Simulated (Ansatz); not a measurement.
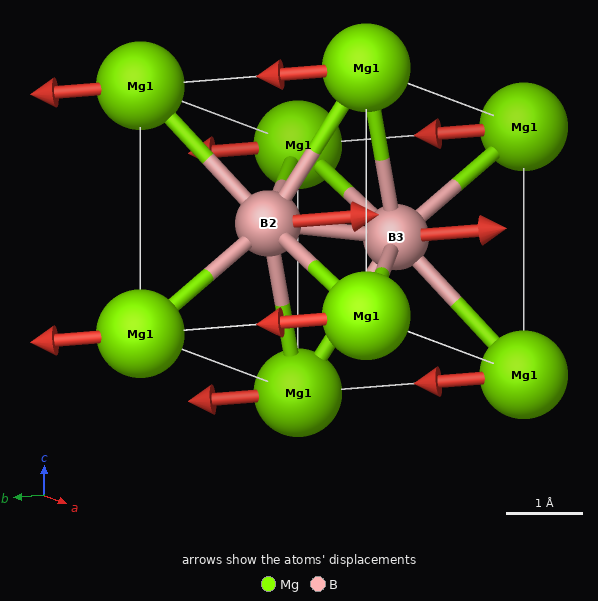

The lowest optical mode of solid MgB$_{2}$, space group P6/mmm (No. 191), at the zone centre. Displacements are drawn as red arrows; their common scale and sign are arbitrary. A ball-and-stick model of the cell of the calculation, seen from a free direction.

All numbers below come from DFT PBEsol, scalar-relativistic, plane waves, PAW (Ansatz 0.2.0).

The input:
```yaml
crystal:
  lattice:
    - [3.0642156485, 0.0, 0.0]
    - [-1.5321078243, 2.6536885942, 0.0]
    - [0.0, 0.0, 3.4984914154]
  atoms:
    - { symbol: Mg, position: [0.0, 0.0, 0.0] }
    - { symbol: B, position: [0.3333333333, 0.6666666667, 0.5] }
    - { symbol: B, position: [0.6666666667, 0.3333333333, 0.5] }
basis:
  ecutwfc: 420
kpoints:
  mp_grid: { grid: [15, 15, 12] }
hamiltonian:
  xc: pbesol
scf:
  occupations: { method: fermi_dirac, width: 0.15 }
output:
  eigenvalues: true
phonons:
  method: dfpt
  eigenvectors: true
```

Command:
```bash
ansatz run input.yaml --threads 1 --pin off --max-ram 4096MiB --backend cpu --events-out ev --progress --plain --runs-dir out
```

The frequencies depend somewhat on the k-mesh and the smearing.

**Is this crystal at a minimum with respect to the drawn distortion?**

Yes: this softest mode has a real frequency, and so have all others here. That speaks for this wave vector alone: the rest of the zone wasn't checked in this run. This is the E₁u mode (doubly degenerate; one member of the set is drawn) at 340 cm⁻¹, the lowest optical level, infrared-active by symmetry. The B sublattice moves against the Mg sublattice, along b; the kinetic energy is shared as B 53 %, Mg 47 %. The crystal is a metal, so free carriers screen the infrared response.
